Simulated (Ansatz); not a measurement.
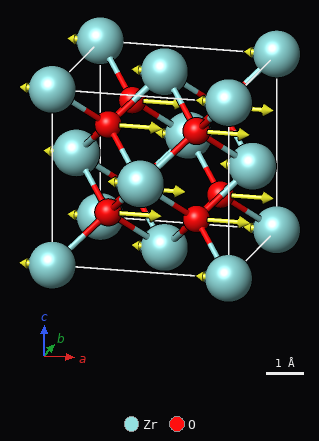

The lowest optical mode of crystalline ZrO₂ relaxed at 6 GPa, space group Fm-3m (No. 225), at the zone centre. The yellow arrows are the displacements of the atoms (eigenvector over the root of the mass), of arbitrary overall length and sign. Style: ball-and-stick. Shown: the conventional cell (4 times the calculation's cell), slightly off an axis. Lengths and directions refer to the drawn axes.

Theory: Ansatz 0.2.0, DFT PBE, scalar-relativistic, plane waves, PAW. Set-up: plane-wave cutoff 420 eV; k-point mesh 8 × 8 × 8; occupations fixed; target pressure 6 GPa; no spin polarisation.

Frequencies are those without the non-analytic (LO–TO) term.

> Is this crystal at a minimum with respect to the drawn distortion?

Yes: this softest mode has a real frequency, and so have all others here. That speaks for this wave vector alone: the rest of the zone wasn't checked in this run. This is the T₁u mode (triply degenerate; one member of the set is drawn) at 7.41 THz, the lowest optical level, infrared-active by symmetry. The O sublattice moves against the Zr sublattice, along a; the kinetic energy is shared as O 74 %, Zr 26 %. Its infrared intensity is 97 (D/Å)²/amu for the set. The value is the transverse one; the longitudinal partner lies at 652 cm⁻¹.
